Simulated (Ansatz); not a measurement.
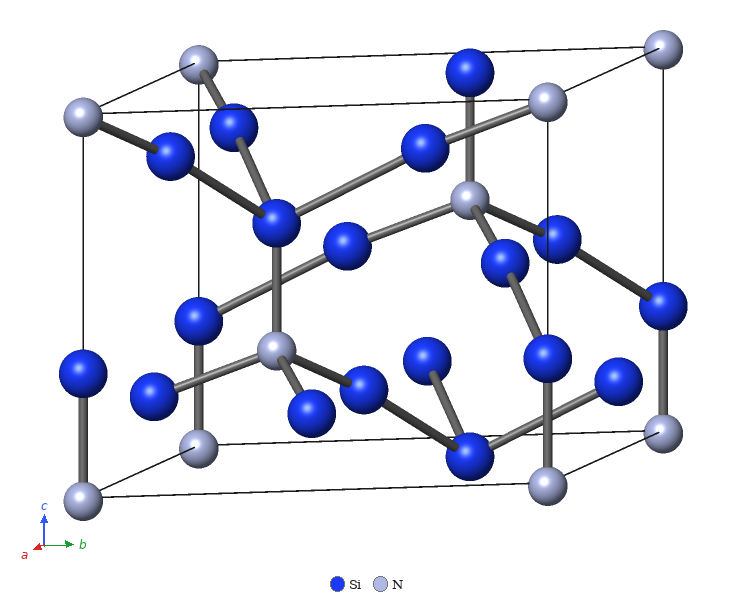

An orthographic ball-and-stick view of the structure, slightly off an axis. The lines enclose the conventional unit cell; boundary atoms appear with their images. Cell: a = 6.71 Å, b = 6.71 Å, c = 5.36 Å, α = 90.00°, β = 90.00°, γ = 120.00°.

Its origin is a random cell made by a generator, so it need not be a real form of the compound. Earlier steps of the study may have refined or changed the cell and positions. Ansatz was used for an electronic-structure calculation on it.

Describe the arrangement of the atoms.

Answer. Its composition is Si₄N. It is rhombohedral (trigonal R), space group R3m (No. 160). It has 15 atoms to the cell (12 Si, 3 N). The neighbours of N are four Si in a tetrahedral arrangement at about 1.8 to 1.9 Å. Si takes two kinds of site: 9b with one Si and one N in a nearly linear arrangement (about 2.4 Å to Si, 1.9 Å to N); 3a with three Si and one N in a distorted tetrahedral arrangement (about 2.4 Å to Si, 1.8 Å to N). The bonds build a three-dimensional framework.

Level of theory and settings: DFT PBE, scalar-relativistic, plane waves, PAW in Ansatz 0.2.0, 420 eV cutoff, k-points about 0.13 Å⁻¹ apart, Gaussian smearing of 0.1 eV, no spin polarisation.

What does the calculation say: metal or gapped?

Answer. A metal: bands cross the Fermi level.

Give the Bader charge of each element.

Answer. Si +0.53 to +0.78 e; N -2.37 e.

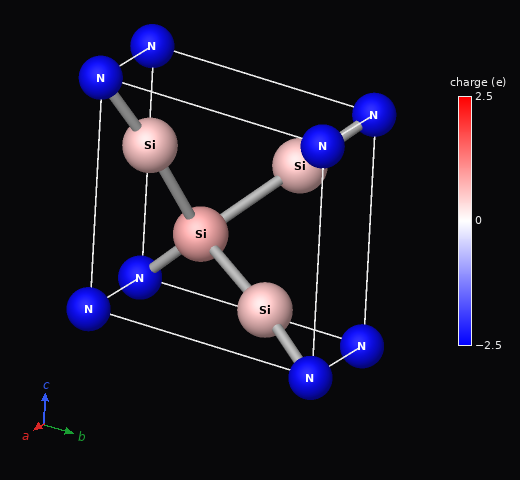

The atoms coloured by those charges. The run's cell of 5 atoms is drawn, so axes and origin can differ from the first picture.

Are forces and stress small enough to call this relaxed?

Answer. Yes. All forces vanish to within 0.01 eV/Å. The pressure is 0.0 GPa, close to zero.
